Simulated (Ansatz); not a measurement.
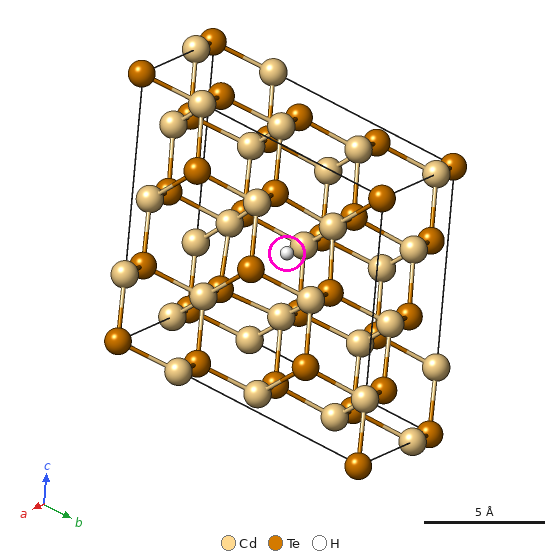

Ball-and-stick drawing of the structure, looking slightly off an axis. One supercell is framed, with atoms on its boundary repeated. The host is CdTe, in a cell of 32 sites, and the cell carries a charge of +1. A ring marks the defect's site.

Spot the defect.

An interstitial hydrogen atom. It is bonded to no bonds drawn.

The atoms were relaxed in the host's cell with DFT PBE, scalar-relativistic, plane waves, PAW (Ansatz).
